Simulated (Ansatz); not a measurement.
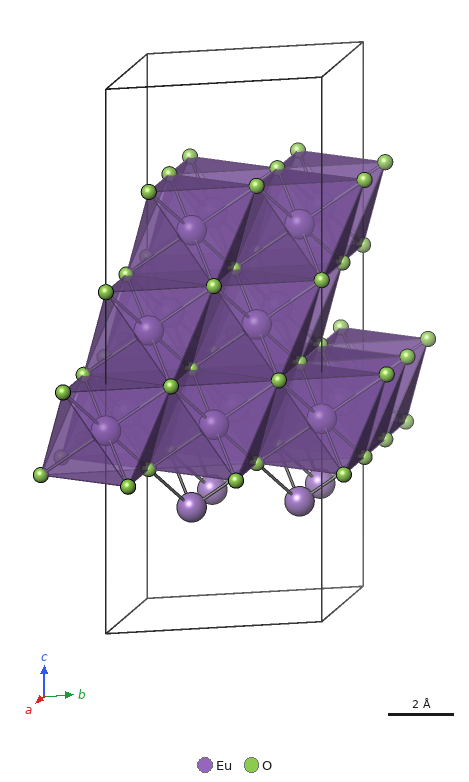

Figure 1. The input geometry (polyhedral view of the 2 × 2 repeat of the cell, with the vacuum cut short, seen slightly off an axis; polyhedra are completed across the faces of the cell).

# Run report: EuO, single-point calculation (part 1 of 3)

The run: single-point calculation of EuO (slab, 8 atoms in the cell). Method and program: DFT, PBE, dispersion d4, plane waves, PAW, spin-polarised (Ansatz 0.2.0).

Figures and captions count atoms from 1; the log counts them from 0 in places.

**Output**
```
Engine: ansatz 0.2.0, x86_64-unknown-linux-gnu
Pseudopotentials: kind: paw
Pseudopotential: Eu, paw, valence charge 17, recommended cutoff 420 eV (normal), Eu.paw.azcp
Pseudopotential: O, paw, valence charge 6, recommended cutoff 420 eV (normal), O.paw.azcp
Functional definition: PBE
  parameter kappa = 0.804
  parameter beta = 0.06672455060314922
  exchange = pbe_x(kappa = kappa, mu = beta*pi^2/3)
  correlation = pbe_c(beta = beta)
Crystal: 8 atoms, lattice volume = 279.826 Å³
Basis set: ecut = 420 eV, 5371 PW (Γ), exchange–correlation on 48×48×360 points (8 copies of the dense FFT grid, shifted against one another)
Bands: 73, of which v1, the nominal top of the filled ones, is band 46 counted from 1 (45 counted from 0)
Symmetry: 6 space group operations
k-points: 19 of 144 (time reversal used)
Non-local potential: Eu, projectors of the file, l = 0: 3, l = 1: 2, l = 2: 2, l = 3: 3
Non-local potential: O, projectors of the file, l = 0: 2, l = 1: 2, l = 2: 1
PAW form: soft (Blöchl's): semilocal exchange-correlation on the pseudo side does not see the compensation charge
PAW one-centre angular grid: Eu, 590 points (default); XC on 64 Gauss nodes
PAW one-centre angular grid: O, 110 points (default); XC on 64 Gauss nodes
Initial density: superposition of atomic densities (neutral atoms: chi_scale 0, normalization atom)
Starting moments: Σ|m| = 28.96 μB on 4 of 8 sites
Initial wavefunctions: pseudopotential atomic-orbital guess
Functional: x = pbe(κ = 0.804, μ = 0.2195149727645171), c = pbe(β = 0.06672455060314922)
```
